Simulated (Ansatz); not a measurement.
# Ni: starts and ends of a spin-polarised SCF

How much does the result for Ni depend on the starting moments? The same cell is run from several starts. We look at Ni: its deposited structure (space group Fm-3m, primitive cell doubled), with 2 atoms per cell. Source: COD entry 9011597.

Computed with Ansatz 0.2.0 (DFT PBE, PAW, plane waves, scalar-relativistic, unless a step's input says otherwise).

### Step 1. The starting structure

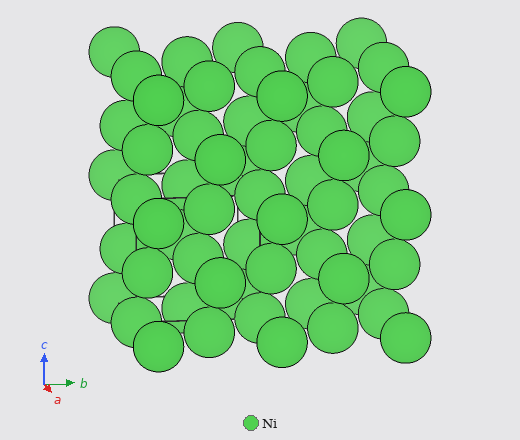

The starting structure, seen slightly off an axis (nickel green). 2×2×2 cells are drawn. Atoms on the faces are drawn again on the opposite ones. The cell drawn here is the conventional one.

Structure file:

```cif
data_structure
_symmetry_space_group_name_H-M 'P 1'
_symmetry_Int_Tables_number 1
_cell_length_a 4.3111
_cell_length_b 2.4890
_cell_length_c 2.4890
_cell_angle_alpha 90.000
_cell_angle_beta 54.736
_cell_angle_gamma 90.000
_cell_volume 21.81
loop_
_atom_site_label
_atom_site_type_symbol
_atom_site_fract_x
_atom_site_fract_y
_atom_site_fract_z
_atom_site_occupancy
Ni1 Ni 0.00000 0.00000 0.00000 1
Ni2 Ni 0.50000 0.50000 0.00000 1
```

Labels such as Ni2 number the atoms in the order of the input file.

First come: parallel moments, plain SCF; opposed moments +-, plain SCF; no spin polarisation; spin on, no moments given (the program may seed its own), plain SCF. What is tried next depends on their ends.

“Plain SCF” means no search for lower states. 

Site moments are integrals over atomic spheres and don't add up to the total.

### Step 2. Parallel moments, plain SCF

Contents of input.yaml:

```yaml
crystal:
  lattice:
    - [-1.76, -1.76, -3.52]
    - [1.76, -1.76, 0.0]
    - [-1.76, -1.76, 0.0]
  atoms:
    - { symbol: Ni, position: [0.0, 0.0, 0.0], spin: 2.0 }
    - { symbol: Ni, position: [0.5, 0.5, 0.0], spin: 2.0 }
magnetization:
  spin_polarized: true
hamiltonian:
  xc: pbe
  pseudopotentials: { kind: paw }
basis:
  ecutwfc: 420
kpoints:
  mp_grid: { grid: [7, 10, 12] }
scf:
  occupations: { method: fermi_dirac, width: 0.1 }
  lower_state_search: "off"
output:
  forces: true
  stress: true
```

The log of the run, cut to the lines that bear on the results:

```text
Warning: crystal.symmetry: narrowed to the stabiliser of the k-point mesh — unitary ops 32 → 8; excluded 24 operations that carry a point of the 7×10×12 mesh (shift [0, 0, 0]) off the mesh (the run samples exactly the mesh kpoints.mp_grid names, as under crystal.symmetry.detect: false, [...]
Pseudopotentials: kind: paw
Pseudopotential: Ni, paw, valence charge 18, recommended cutoff 420 eV (normal), Ni.paw.azcp
Functional definition: PBE
[...]
Crystal: 2 atoms, lattice volume = 21.807 Å³
Basis set: ecut = 420 eV, 403 PW (Γ), exchange–correlation on 60×36×36 points (8 copies of the dense FFT grid, shifted against one another)
Bands: 24, of which v1, the nominal top of the filled ones, is band 18 counted from 1 (17 counted from 0)
Symmetry: 8 space group operations
k-points: 258 of 840
[...]
Starting moments: Σ|m| = 4 μB on 2 of 2 sites
[...]
SCF iter   1: F=—  HF=-11678.937283 eV  |F-HF|=—  |Δ(HF+E_count)|=         —  Δρ=1.28e-1 (↑1.17e-1 ↓1.28e-1)  dr2=1.88e-2  dr2_m=2.99e0  M=1.861 μB ∫|m|=2.071 μB  β_m=0.30  ethr=5.23e-5  ⟨swp⟩=1.1  Hψ=60896  notcnv=0
[...]
spin-set hold released at iteration 1 (the charge has settled, or the pull on large starting moments outlasts its swing): the magnetisation degrees of freedom join the quasi-Newton model from the next iteration; the mixer history was flushed
[...]
SCF iter  10: F=-11679.497155 eV  HF=-11679.497155 eV  |F-HF|=5.24e-9  |Δ(HF+E_count)|=   9.72e-9  Δρ=6.99e-6 (↑2.45e-6 ↓6.99e-6)  dr2=6.26e-9  dr2_m=1.20e-9  M=1.281 μB ∫|m|=1.457 μB  ethr=3.34e-11  ⟨swp⟩=2.0  Hψ=38002  notcnv=0
[...]
SCF converged after 10 iterations
Magnetization: 1.2811 μB (18.6405 up, 17.3595 down)
Absolute magnetization: 1.4587 μB (∫|ρ↑−ρ↓|, with the PAW one-centre terms)
Spin contamination: 0.0138 ħ² per cell (⟨S²⟩ above its minimum at these occupations)
Per-site moments (μB) at R_I (Å): [(0.67837197985759, 1.026719046282867), (0.67837197985759, 1.026719046282867)]
Free energy (F): -11679.497155 eV
[...]
E sigma→0 (E₀):  -11679.443888 eV
Entropy (-TS):   -0.106534 eV (-53.267 meV/atom)
Fermi energy:    18.128280 eV
[...]
--- Forces (eV/Å), atoms counted from 1 ---
  atom   1  Ni    -0.00000000    -0.00000000     0.00000000
  atom   2  Ni     0.00000000    -0.00000000    -0.00000000
[...]
--- Stress (GPa, compression-positive) ---
        0.222682       0.052712      -0.015378
        0.052712       0.222682      -0.015378
       -0.015380      -0.015380       0.139135
  P = ⅓ Tr σ = 0.1948 GPa (1.948 kbar)
```

Run time: 11 s. Hardware: 2 threads of an Arm CPU, shared host; peak memory 0.45 GiB.

End: ferromagnetic, site moments Ni1 0.68, Ni2 0.68 μB, total 1.28 μB per cell, no gap on the k-mesh.

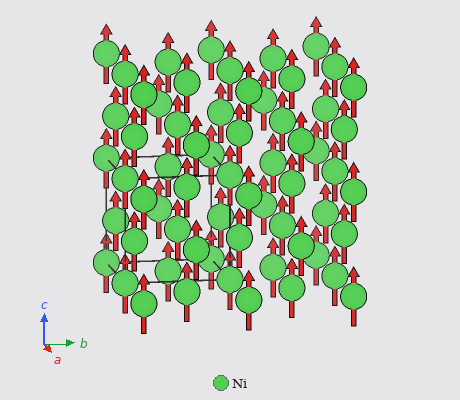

The moments of this state as arrows, longer for larger moments (red one way, blue the other). Without spin-orbit coupling their common direction is free.

### Step 3. Opposed moments +-, plain SCF

input.yaml: that of step 2 with these lines changed.

```diff
@@ -7,3 +7,3 @@
     - { symbol: Ni, position: [0.0, 0.0, 0.0], spin: 2.0 }
-    - { symbol: Ni, position: [0.5, 0.5, 0.0], spin: 2.0 }
+    - { symbol: Ni, position: [0.5, 0.5, 0.0], spin: -2.0 }
 magnetization:
```

The log of the run, cut to the lines that bear on the results:

```text
Warning: crystal.symmetry: narrowed to the stabiliser of the k-point mesh — unitary ops 16 → 4; excluded 12 operations that carry a point of the 7×10×12 mesh (shift [0, 0, 0]) off the mesh (the run samples exactly the mesh kpoints.mp_grid names, as under crystal.symmetry.detect: false, [...]
[... 11 lines as in an earlier run ...]
Symmetry: 4 space group operations
[... 5 lines as in an earlier run ...]
Starting moments: Σ|m| = 4 μB on 2 of 2 sites
[... 2 lines as in an earlier run ...]
spin-down is spin-up translated by (0.5, 0.5, 0): one eigenproblem is solved per k-point and the antiferromagnetic symmetry of the starting moments is kept exactly by this SCF (crystal.symmetry.spin_inversion_symmetry: false solves both channels; [...]
SCF iter   1: F=—  HF=-11678.559172 eV  |F-HF|=—  |Δ(HF+E_count)|=         —  Δρ=1.49e-1 (↑1.49e-1 ↓1.49e-1)  dr2=5.42e-2  dr2_m=4.38e0  M=0.000 μB ∫|m|=1.751 μB  β_m=0.30  ethr=1.51e-4  ⟨swp⟩=1.3  Hψ=30840  notcnv=0
[...]
[... 1 line as in an earlier run ...]
[...]
SCF iter  17: F=-11679.426160 eV  HF=-11679.426160 eV  |F-HF|=1.27e-11  |Δ(HF+E_count)|=  2.58e-10  Δρ=4.07e-7 (↑4.07e-7 ↓4.07e-7)  dr2=2.22e-11  dr2_m=8.48e-12  M=0.000 μB ∫|m|=0.000 μB  ethr=1.00e-12  ⟨swp⟩=1.0  Hψ=15494  notcnv=0
WARN: the starting moments were not kept: the SCF closed with an absolute magnetisation of 6.8e-6 μB, where they sum to 4 μB in size (2 sites). That is at most 0.1 of that sum. Measured as dr2_m measures the in/out step, that magnetisation stands 5.0e-11 eV from none, at or under the [...]
SCF converged after 17 iterations
Magnetization: 0.0000 μB (18.0000 up, 18.0000 down)
Absolute magnetization: 0.0000 μB (∫|ρ↑−ρ↓|, with the PAW one-centre terms)
Spin contamination: 0.0000 ħ² per cell (⟨S²⟩ above its minimum at these occupations)
Per-site moments (μB) at R_I (Å): [(-2.552914856624941e-6, 1.026719046282867), (2.552914856624941e-6, 1.026719046282867)]
Free energy (F): -11679.426160 eV
[...]
E sigma→0 (E₀):  -11679.338980 eV
Entropy (-TS):   -0.174359 eV (-87.180 meV/atom)
Fermi energy:    17.970030 eV
[...]
--- Forces (eV/Å), atoms counted from 1 ---
  atom   1  Ni     0.00000000     0.00000000     0.00000000
  atom   2  Ni    -0.00000000    -0.00000000     0.00000000
[...]
--- Stress (GPa, compression-positive) ---
       -1.010532       0.033111      -0.030509
        0.033111      -1.010532      -0.030509
       -0.030509      -0.030509      -0.627563
  P = ⅓ Tr σ = -0.8829 GPa (-8.829 kbar)
```

It took 9.1 s on 2 threads of an Arm CPU, shared host; peak memory 0.43 GiB.

Result: non-magnetic, no gap on the k-mesh. Against step 2, the lowest until now, it is 35.5 meV/atom higher.

### Step 4. No spin polarisation

input.yaml: that of step 3 with these lines changed.

```diff
@@ -6,6 +6,4 @@
   atoms:
-    - { symbol: Ni, position: [0.0, 0.0, 0.0], spin: 2.0 }
-    - { symbol: Ni, position: [0.5, 0.5, 0.0], spin: -2.0 }
-magnetization:
-  spin_polarized: true
+    - { symbol: Ni, position: [0.0, 0.0, 0.0] }
+    - { symbol: Ni, position: [0.5, 0.5, 0.0] }
 hamiltonian:
```

The log of the run, cut to the lines that bear on the results:

```text
[... 11 lines as in an earlier run ...]
Bands: 22, of which v1, the nominal top of the filled ones, is band 18 counted from 1 (17 counted from 0)
[... 5 lines as in an earlier run ...]
[...]
[... 2 lines as in an earlier run ...]
SCF iter   1: F=—  HF=-11679.425834 eV  |F-HF|=—  |Δ(HF+E_count)|=         —  Δρ=1.72e-3  dr2=1.97e-4  ethr=1.77e-3  ⟨swp⟩=4.4  Hψ=20474  notcnv=0
[...]
SCF iter   6: F=-11679.426160 eV  HF=-11679.426160 eV  |F-HF|=5.64e-10  |Δ(HF+E_count)|=   7.99e-9  Δρ=3.82e-6  dr2=6.54e-10  ethr=3.64e-11  ⟨swp⟩=2.9  Hψ=20291  notcnv=0
[...]
SCF converged after 6 iterations
Free energy (F): -11679.426160 eV
[...]
E sigma→0 (E₀):  -11679.338980 eV
Entropy (-TS):   -0.174359 eV (-87.180 meV/atom)
Fermi energy:    17.970022 eV
[... 24 lines left out: energy terms, forces, stress ...]
```

Run time: 3.3 s. Hardware: 2 threads of an Arm CPU, shared host; peak memory 0.37 GiB.

Nothing new: the 6 iterations lead to the state found in step 3 (non-magnetic).

### Step 5. Spin on, no moments given (the program may seed its own), plain SCF

input.yaml: that of step 4 with these lines changed.

```diff
@@ -21 +21,3 @@
   stress: true
+magnetization:
+  spin_polarized: true
```

The log of the run, cut to the lines that bear on the results:

```text
[... 1 line as in an earlier run ...]
band count auto-derived: 24 (N_el = 36.0; filled up to band 18; 22 by the electrons, moments and atoms)
[... 19 lines as in an earlier run ...]
[...]
SCF iter   1: F=—  HF=-11678.066668 eV  |F-HF|=—  |Δ(HF+E_count)|=         —  Δρ=1.79e-1 (↑1.77e-1 ↓1.79e-1)  dr2=1.67e-2  dr2_m=6.31e0  M=2.528 μB ∫|m|=2.528 μB  ethr=3.46e-4  ⟨swp⟩=1.3  Hψ=30798  notcnv=0
[...]
SCF iter  11: F=-11679.497155 eV  HF=-11679.497155 eV  |F-HF|=5.46e-11  |Δ(HF+E_count)|=   6.16e-9  Δρ=2.67e-6 (↑9.92e-7 ↓2.67e-6)  dr2=3.13e-10  dr2_m=5.17e-10  M=1.281 μB ∫|m|=1.457 μB  ethr=7.63e-12  ⟨swp⟩=1.8  Hψ=36071  notcnv=0
[...]
SCF converged after 11 iterations
Magnetization: 1.2811 μB (18.6405 up, 17.3595 down)
Absolute magnetization: 1.4587 μB (∫|ρ↑−ρ↓|, with the PAW one-centre terms)
Spin contamination: 0.0138 ħ² per cell (⟨S²⟩ above its minimum at these occupations)
Per-site moments (μB) at R_I (Å): [(0.6783708669378681, 1.026719046282867), (0.6783708669378681, 1.026719046282867)]
Free energy (F): -11679.497155 eV
[...]
E sigma→0 (E₀):  -11679.443888 eV
Entropy (-TS):   -0.106534 eV (-53.267 meV/atom)
Fermi energy:    18.128246 eV
[... 24 lines left out: energy terms, forces, stress ...]
```

Wall time 11 s (2 threads of an Arm CPU, shared host); peak memory 0.45 GiB.

The run ends in the same state as step 2 (ferromagnetic); it took 11 iterations.

### Step 6. Parallel moments scaled by 0.1, plain SCF

input.yaml: that of step 5 with these lines changed.

```diff
@@ -6,4 +6,6 @@
   atoms:
-    - { symbol: Ni, position: [0.0, 0.0, 0.0] }
-    - { symbol: Ni, position: [0.5, 0.5, 0.0] }
+    - { symbol: Ni, position: [0.0, 0.0, 0.0], spin: 0.2 }
+    - { symbol: Ni, position: [0.5, 0.5, 0.0], spin: 0.2 }
+magnetization:
+  spin_polarized: true
 hamiltonian:
@@ -21,3 +23 @@
   stress: true
-magnetization:
-  spin_polarized: true
```

The log of the run, cut to the lines that bear on the results:

```text
[... 11 lines as in an earlier run ...]
Bands: 23, of which v1, the nominal top of the filled ones, is band 18 counted from 1 (17 counted from 0)
[... 6 lines as in an earlier run ...]
Starting moments: Σ|m| = 0.4 μB on 2 of 2 sites
[... 2 lines as in an earlier run ...]
[...]
SCF iter   1: F=—  HF=-11679.442225 eV  |F-HF|=—  |Δ(HF+E_count)|=         —  Δρ=3.13e-2 (↑3.13e-2 ↓1.13e-2)  dr2=1.23e-1  dr2_m=4.17e-2  M=0.507 μB ∫|m|=0.521 μB  β_m=1.00  ethr=3.43e-4  ⟨swp⟩=1.0  Hψ=58733  notcnv=0
[...]
spin-set hold released at iteration 10 (site moments contracting): the magnetisation degrees of freedom join the quasi-Newton model from the next iteration; the mixer history was flushed
[...]
SCF iter  17: F=-11679.497155 eV  HF=-11679.497155 eV  |F-HF|=2.33e-9  |Δ(HF+E_count)|=   6.66e-9  Δρ=5.64e-6 (↑1.91e-6 ↓5.64e-6)  dr2=3.12e-9  dr2_m=1.07e-9  M=1.281 μB ∫|m|=1.457 μB  ethr=7.24e-11  ⟨swp⟩=2.3  Hψ=38257  notcnv=0
[...]
SCF converged after 17 iterations
Magnetization: 1.2811 μB (18.6405 up, 17.3595 down)
Absolute magnetization: 1.4587 μB (∫|ρ↑−ρ↓|, with the PAW one-centre terms)
Spin contamination: 0.0138 ħ² per cell (⟨S²⟩ above its minimum at these occupations)
Per-site moments (μB) at R_I (Å): [(0.6783699150743161, 1.026719046282867), (0.6783699150743161, 1.026719046282867)]
Free energy (F): -11679.497155 eV
[...]
E sigma→0 (E₀):  -11679.443888 eV
Entropy (-TS):   -0.106535 eV (-53.268 meV/atom)
Fermi energy:    18.128264 eV
[... 24 lines left out: energy terms, forces, stress ...]
```

It took 16 s on 2 threads of an Arm CPU, shared host; peak memory 0.44 GiB.

The run ends in the same state as step 2 (ferromagnetic); it took 17 iterations.

### Step 7. Moments +- scaled by 0.65, plain SCF

input.yaml: that of step 6 with these lines changed.

```diff
@@ -6,4 +6,4 @@
   atoms:
-    - { symbol: Ni, position: [0.0, 0.0, 0.0], spin: 0.2 }
-    - { symbol: Ni, position: [0.5, 0.5, 0.0], spin: 0.2 }
+    - { symbol: Ni, position: [0.0, 0.0, 0.0], spin: 1.3 }
+    - { symbol: Ni, position: [0.5, 0.5, 0.0], spin: -1.3 }
 magnetization:
```

The log of the run, cut to the lines that bear on the results:

```text
[... 18 lines as in an earlier run ...]
Starting moments: Σ|m| = 2.6 μB on 2 of 2 sites
[... 3 lines as in an earlier run ...]
[...]
SCF iter   1: F=—  HF=-11679.103066 eV  |F-HF|=—  |Δ(HF+E_count)|=         —  Δρ=8.40e-2 (↑8.40e-2 ↓8.40e-2)  dr2=9.57e-2  dr2_m=1.36e0  M=0.000 μB ∫|m|=1.230 μB  β_m=0.30  ethr=2.66e-4  ⟨swp⟩=1.3  Hψ=30779  notcnv=0
[...]
spin-set hold released at iteration 8 (site moments contracting): the magnetisation degrees of freedom join the quasi-Newton model from the next iteration; the mixer history was flushed
[...]
SCF iter  21: F=-11679.426160 eV  HF=-11679.426160 eV  |F-HF|=1.46e-11  |Δ(HF+E_count)|=  6.00e-11  Δρ=2.52e-7 (↑2.52e-7 ↓2.52e-7)  dr2=1.67e-11  dr2_m=5.54e-12  M=0.000 μB ∫|m|=0.000 μB  ethr=1.00e-12  ⟨swp⟩=1.0  Hψ=13257  notcnv=0
WARN: the starting moments were not kept: the SCF closed with an absolute magnetisation of 1.2e-5 μB, where they sum to 2.6 μB in size (2 sites). That is at most 0.1 of that sum. Measured as dr2_m measures the in/out step, that magnetisation stands 2.0e-10 eV from none, at or under the [...]
SCF converged after 21 iterations
Magnetization: 0.0000 μB (18.0000 up, 18.0000 down)
Absolute magnetization: 0.0000 μB (∫|ρ↑−ρ↓|, with the PAW one-centre terms)
Spin contamination: 0.0000 ħ² per cell (⟨S²⟩ above its minimum at these occupations)
Per-site moments (μB) at R_I (Å): [(5.8679756189020925e-6, 1.026719046282867), (-5.8679756189020925e-6, 1.026719046282867)]
Free energy (F): -11679.426160 eV
[...]
E sigma→0 (E₀):  -11679.338980 eV
Entropy (-TS):   -0.174359 eV (-87.180 meV/atom)
Fermi energy:    17.970026 eV
[... 24 lines left out: energy terms, forces, stress ...]
```

Wall time 11 s (2 threads of an Arm CPU, shared host); peak memory 0.43 GiB.

This is the state of step 3 again (non-magnetic), after 21 iterations.

### Step 8. A moment on one site alone, plain SCF

input.yaml: that of step 7 with these lines changed.

```diff
@@ -6,4 +6,4 @@
   atoms:
-    - { symbol: Ni, position: [0.0, 0.0, 0.0], spin: 1.3 }
-    - { symbol: Ni, position: [0.5, 0.5, 0.0], spin: -1.3 }
+    - { symbol: Ni, position: [0.0, 0.0, 0.0], spin: 2.0 }
+    - { symbol: Ni, position: [0.5, 0.5, 0.0] }
 magnetization:
```

The log of the run, cut to the lines that bear on the results:

```text
[... 18 lines as in an earlier run ...]
Starting moments: Σ|m| = 2 μB on 1 of 2 sites
[... 2 lines as in an earlier run ...]
SCF iter   1: F=—  HF=-11679.261467 eV  |F-HF|=—  |Δ(HF+E_count)|=         —  Δρ=1.14e-1 (↑1.14e-1 ↓3.69e-2)  dr2=2.22e0  dr2_m=8.56e-1  M=1.432 μB ∫|m|=1.538 μB  β_m=0.30  ethr=3.10e-3  ⟨swp⟩=4.8  Hψ=42741  notcnv=0
[...]
spin-set hold released at iteration 5 (the charge has settled, or the pull on large starting moments outlasts its swing): the magnetisation degrees of freedom join the quasi-Newton model from the next iteration; the mixer history was flushed
[...]
SCF iter  23: F=-11679.497155 eV  HF=-11679.497155 eV  |F-HF|=1.34e-8  |Δ(HF+E_count)|=   6.78e-9  Δρ=7.54e-6 (↑1.42e-6 ↓7.54e-6)  dr2=1.49e-8  dr2_m=2.16e-9  M=1.281 μB ∫|m|=1.457 μB  ethr=2.78e-10  ⟨swp⟩=3.1  Hψ=33048  notcnv=0
[...]
SCF converged after 23 iterations
Magnetization: 1.2811 μB (18.6405 up, 17.3595 down)
Absolute magnetization: 1.4588 μB (∫|ρ↑−ρ↓|, with the PAW one-centre terms)
Spin contamination: 0.0138 ħ² per cell (⟨S²⟩ above its minimum at these occupations)
Per-site moments (μB) at R_I (Å): [(0.6783622624575231, 1.026719046282867), (0.6783858044102283, 1.026719046282867)]
Free energy (F): -11679.497155 eV
[...]
E sigma→0 (E₀):  -11679.443888 eV
Entropy (-TS):   -0.106535 eV (-53.267 meV/atom)
Fermi energy:    18.128221 eV
[... 24 lines left out: energy terms, forces, stress ...]
```

Run time: 16 s. Hardware: 2 threads of an Arm CPU, shared host; peak memory 0.45 GiB.

Nothing new: the 23 iterations lead to the state found in step 2 (ferromagnetic).

### Step 9. All ends together

```
step  iterations  state  moments of Ni1 Ni2 (μB)  total (μB)  gap (eV)  pressure (GPa)  above lowest (meV/atom)
   2          10      1                0.68 0.68        1.28      none             0.2                      0.0
   3          17      2                0.00 0.00        0.00      none            -0.9                     35.5
   4           6      2                0.00 0.00        0.00      none            -0.9                     35.5
   5          11      1                0.68 0.68        1.28      none             0.2                      0.0
   6          17      1                0.68 0.68        1.28      none             0.2                      0.0
   7          21      2                0.00 0.00        0.00      none            -0.9                     35.5
   8          23      1                0.68 0.68        1.28      none             0.2                      0.0
```

States are numbered from the lowest. Starts by step: 2 parallel moments, plain SCF; 3 opposed moments +-, plain SCF; 4 no spin polarisation; 5 spin on, no moments given (the program may seed its own), plain SCF; 6 parallel moments scaled by 0.1, plain SCF; 7 moments +- scaled by 0.65, plain SCF; 8 a moment on one site alone, plain SCF.

The 7 runs of this session took 78 s in all, from 3.3 s to 16 s each.

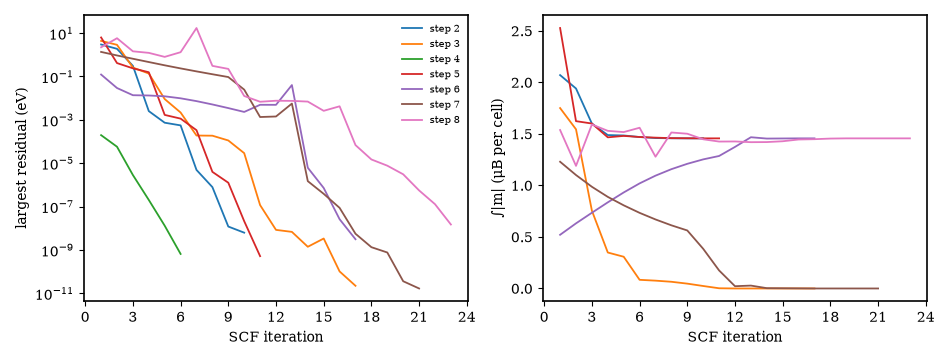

Residual and absolute moment along the iterations.

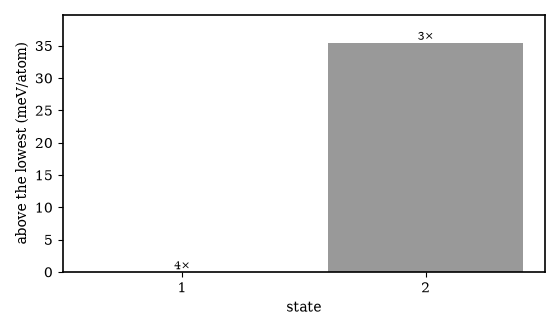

Energy of each distinct state, with the number of starts that reached it (red ferromagnetic, blue opposed moments, grey non-magnetic, green other).

### Step 10. Summary of results

| quantity | value |
| --- | --- |
| distinct states | 2 from 7 converged runs |
| lowest state from plain starts | ferromagnetic |
| its moments | Ni1 0.68, Ni2 0.68 μB |
| total moment | 1.28 μB per cell |
| gap on the k-mesh | none |
| pressure | 0.2 GPa |
| largest force | 0.000 eV/Å |
| next state | non-magnetic, 35.5 meV/atom higher |

**Reading.** The 7 converged runs end in 2 distinct states. Switching spin polarisation off costs 35.5 meV/atom in free energy, smearing entropy included. A lower state than any found can't be excluded. The mesh has less symmetry than the lattice, which lowers the symmetry of the run.
